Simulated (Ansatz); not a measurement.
**BN: 9 runs along one coordinate**

System: BN (F-43m, 2 atoms in the cell).
Method: DFT PBE, scalar-relativistic, plane waves, PAW, no spin polarisation (Ansatz 0.2.0).

The 9 runs differ only in the geometry, by an even scaling of the cell at fixed fractional positions. The structure derives from a Materials Project entry.

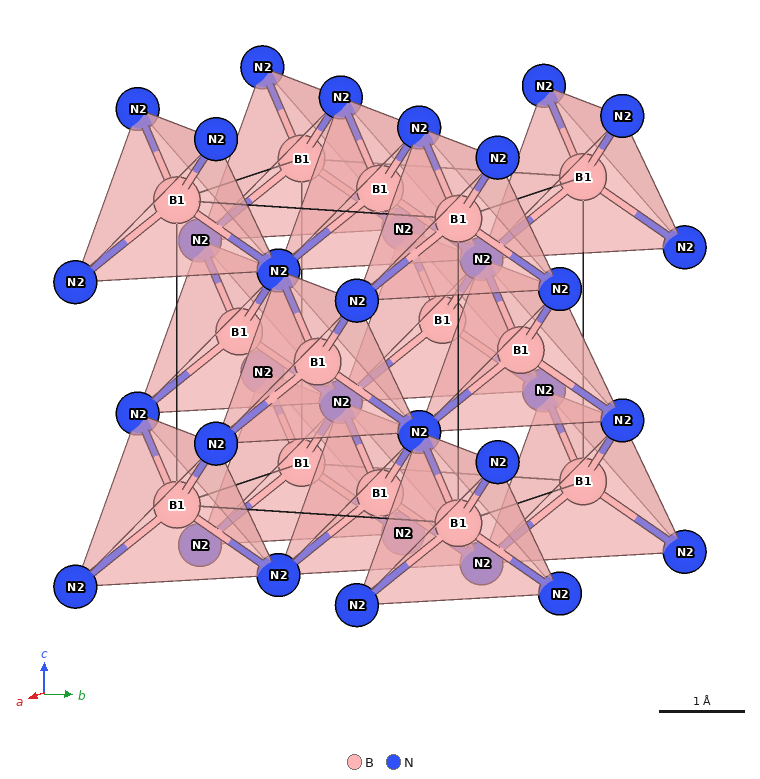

Figure 1. The structure of run 5 (polyhedral view of the cell 4 times as large as that of the calculation, set on its symmetry axes, seen slightly off an axis; polyhedra are completed across the faces of the cell; atoms are numbered from 1 in the order of the input).

### Input of run 5
```yaml
crystal:
  lattice:
    - [0.0, 1.81296474, 1.81296474]
    - [1.81296474, 0.0, 1.81296474]
    - [1.81296474, 1.81296474, 0.0]
  atoms:
    - { symbol: B, position: [0.0, 0.0, 0.0] }
    - { symbol: "N", position: [0.75, 0.75, 0.75] }
basis:
  ecutwfc: 420
kpoints:
  mp_grid: { grid: [12, 12, 12] }
hamiltonian:
  xc: pbe
scf:
  occupations: { method: gaussian, width: 0.02 }
output:
  forces: true
  stress: true
  eigenvalues: true
```

Lattice vectors (Å) and fractional positions of run 5:
```
   0.000000    1.812965    1.812965
   1.812965    0.000000    1.812965
   1.812965    1.812965    0.000000
B   0.000000  0.000000  0.000000
N   0.750000  0.750000  0.750000
```

Run 6 differs from it as follows:
```diff
-    - [0.0, 1.81296474, 1.81296474]
-    - [1.81296474, 0.0, 1.81296474]
-    - [1.81296474, 1.81296474, 0.0]
+    - [0.0, 1.8337054714, 1.8337054714]
+    - [1.8337054714, 0.0, 1.8337054714]
+    - [1.8337054714, 1.8337054714, 0.0]
```

### Results, with one run withheld

| run | volume per atom (Å³) | free energy per atom, from the lowest run given (meV) | pressure (GPa) | gap on the mesh (eV) |
| --- | --- | --- | --- | --- |
| 1 | 5.310 | 95.97 | 52.31 | 4.58 |
| 2 | 5.541 | 36.82 | 30.34 | 4.53 |
| 3 | 5.667 | 17.03 | 19.98 | 4.51 |
| 4 | 5.676 | 15.97 | 19.29 | 4.51 |
| 5 | 5.959 | 0.00 | −0.39 | 4.46 |
| 6 | 6.166 | ? | ? | ? |
| 7 | 6.189 | 10.10 | −13.43 | 4.42 |
| 8 | 6.505 | 51.50 | −27.93 | 4.36 |
| 9 | 6.570 | 63.32 | −30.48 | 4.35 |

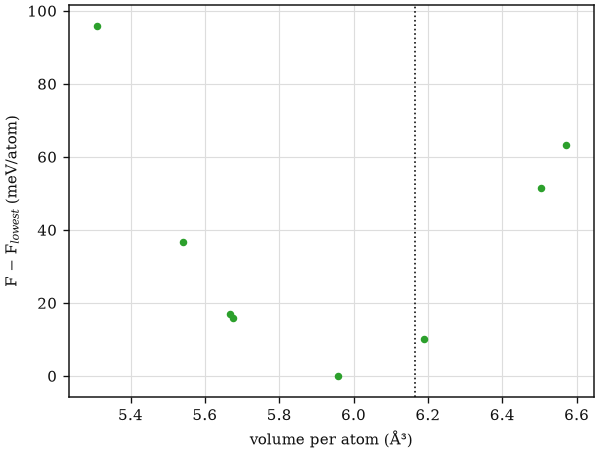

Figure 2. Free energy per atom of the runs given; the dotted line marks run 6.

Estimate the energy of run 6 from the others.

A cubic polynomial in V^(−2/3) (the Birch–Murnaghan form), fitted to the 8 runs given, misses them by at most 0.06 meV per atom. With x = V^(−2/3) − 0.30622 Å⁻², it reads F = 0.45058 + 588.99 x + 1.6685e+05 x² − 75708 x³ (meV per atom). At run 6 it gives 8.30 meV per atom, and the run itself gives 8.30. The slope of the fit gives a pressure −dF/dV of −12.23 GPa there, and the run prints −12.23 GPa. The fit has its minimum at 5.953 Å³ per atom, where V d²F/dV² gives 371 GPa: the bulk modulus at this level, since symmetry fixes the shape and the positions. The gap on the mesh goes, without turning, from 4.58 eV in run 1 to 4.35 eV in run 9; run 6 has 4.42 eV. These are gaps of this functional on this mesh, which can miss the band edges; they aren't the measured gap.

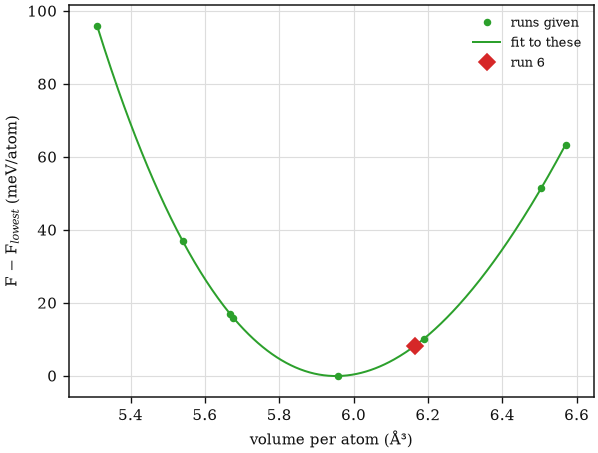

Figure 3. The fit and the withheld run.

### Output, shortened to warnings, some set-up lines, iterations and results (run 6)
```
Basis set: ecut = 420 eV, 259 PW (Γ), exchange–correlation on 36×36×36 points (8 copies of the dense FFT grid, shifted against one another)
Symmetry: 24 space group operations
k-points: 72 of 1728 (time reversal used)
Initial density: superposition of atomic densities (neutral atoms: chi_scale 0, normalization atom), corrected by the library's trained network
[...]
SCF iter   1: F=—  HF=-542.259025 eV  |F-HF|=—  |Δ(HF+E_count)|=         —  Δρ=1.86e-3  dr2=2.54e-4  ethr=1.77e-3  ⟨swp⟩=4.9  Hψ=3698  notcnv=0
SCF iter   2: F=—  HF=-542.259098 eV  |F-HF|=—  |Δ(HF+E_count)|=   7.35e-5  Δρ=9.20e-4  dr2=3.26e-5  ethr=3.18e-6  ⟨swp⟩=2.4  Hψ=1429  notcnv=0
SCF iter   3: F=—  HF=-542.259128 eV  |F-HF|=—  |Δ(HF+E_count)|=   2.95e-5  Δρ=4.41e-4  dr2=6.47e-6  ethr=4.08e-7  ⟨swp⟩=2.0  Hψ=777  notcnv=0
SCF iter   4: F=—  HF=-542.259141 eV  |F-HF|=—  |Δ(HF+E_count)|=   1.34e-5  Δρ=1.36e-4  dr2=5.83e-7  ethr=8.09e-8  ⟨swp⟩=2.0  Hψ=865  notcnv=0
SCF iter   5: F=-542.259143 eV  HF=-542.259143 eV  |F-HF|=4.90e-8  |Δ(HF+E_count)|=   1.52e-6  Δρ=2.40e-5  dr2=1.79e-8  ethr=7.29e-9  ⟨swp⟩=2.9  Hψ=911  notcnv=0
SCF iter   6: F=-542.259143 eV  HF=-542.259143 eV  |F-HF|=3.54e-10  |Δ(HF+E_count)|=   5.18e-8  Δρ=2.04e-6  dr2=1.35e-10  ethr=2.24e-10  ⟨swp⟩=1.9  Hψ=1874  notcnv=0
SCF 1 converged in 6 iterations: F = -542.259143 eV  dr2 = 1.35e-10
SCF converged after 6 iterations
Free energy (F): -542.259143 eV
Harris-Foulkes:  -542.259143 eV  (|F-HF|=3.54e-10)
Internal energy: -542.259143 eV  (E = F + TS)
E sigma→0 (E₀):  -542.259143 eV
Fermi energy:    12.709190 eV
--- Per-component energies (eV) ---
  E_band       = 22.687935
  E_kinetic    = 183.098497
  E_local      = -179.547888  (includes V_loc(G=0)·N_el)
  E_nonlocal   = 56.240631
  E_hartree    = 50.235496
  E_xc         = -92.819707
  E_vxc        = -115.406581  (∫ρ·V_xc dr)
  E_paw        = -206.203294  (= ΣΔE_a)
  E_vpaw       = -22.167725  (= ΣTr[D̂ρ^β])
  E_aug_tail   = 0.000100  (compensation charges beyond the density's cutoff)
  E_ewald      = -353.262977
  E_smearing   = -0.000000  (= −TS)
  E_closure    = 0.000000  (closes the sum)
  Σ components = -542.259143   (vs F -542.259143, Δ=0.00e0)
--- Forces (eV/Å), atoms counted from 1 ---
  atom   1  B     -0.00000000     0.00000000     0.00000000
  atom   2  N      0.00000000     0.00000000     0.00000000
  max |Σ_I F_I| component: 6.11e-16 eV/Å
--- Stress (GPa, compression-positive) ---
      -12.229012      -0.000000       0.000000
       -0.000000     -12.229012       0.000000
       -0.000000       0.000000     -12.229012
  P = ⅓ Tr σ = -12.2290 GPa (-122.290 kbar)
```
